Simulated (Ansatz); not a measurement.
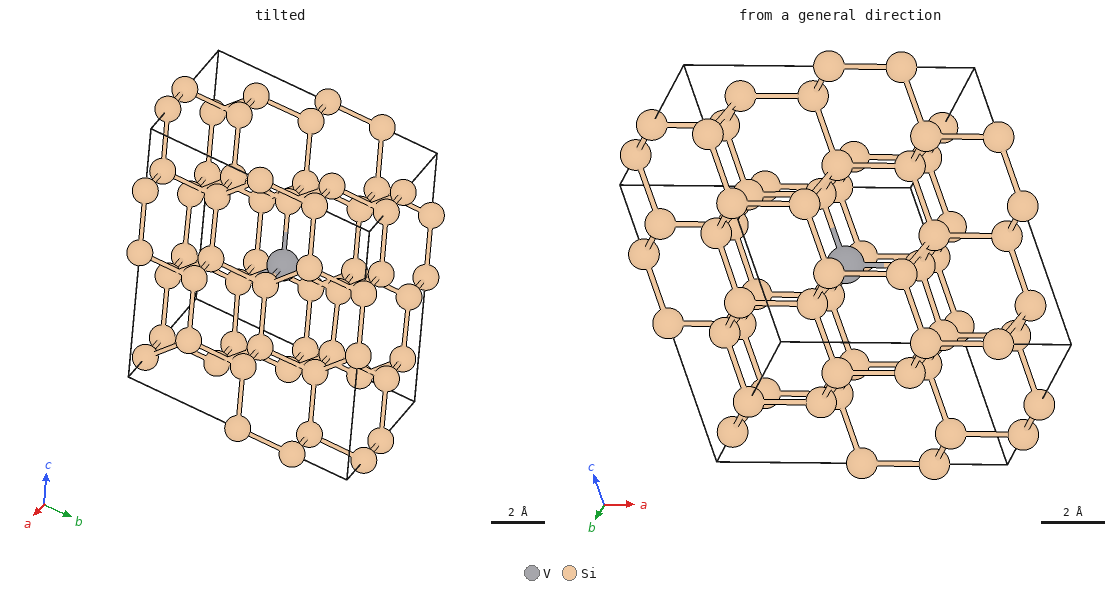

Ball-and-stick drawing of the structure, looking slightly off an axis and from a general direction. Atoms at the boundary of the supercell (the box) are drawn once for each face, edge or corner they touch. The host is Si, in a cell of 32 sites, and the cell is neutral.

### Identify the point defect.

Vanadium on a silicon site (a substitutional impurity). It is bonded to four Si in a tetrahedral arrangement at about 2.4 Å.

The numbers come from Ansatz, DFT PBEsol, scalar-relativistic, plane waves, PAW, using an energy cutoff of 420 eV, a 3×3×3 k-point grid, Gaussian smearing of 0.02 eV, collinear spins.

### Is a magnetic moment found?

Yes, 1.0 μB in the cell.

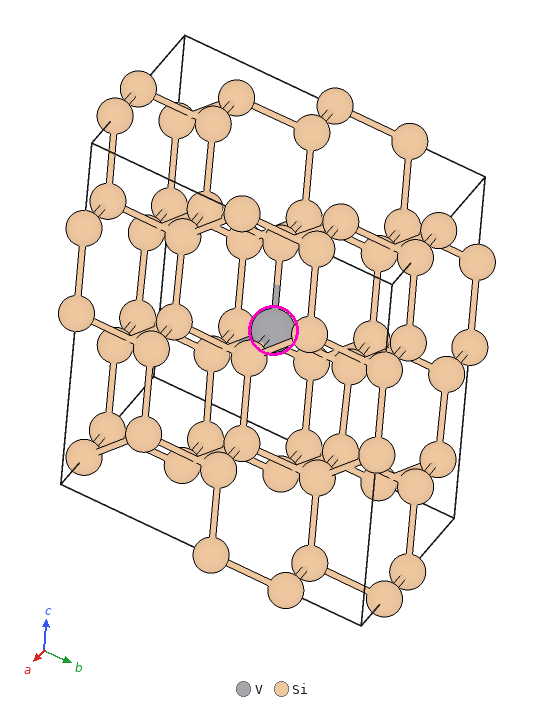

The same cell with a ring at the defect's site.

The atoms were relaxed in the host's cell with DFT PBEsol, scalar-relativistic, plane waves, PAW (Ansatz).
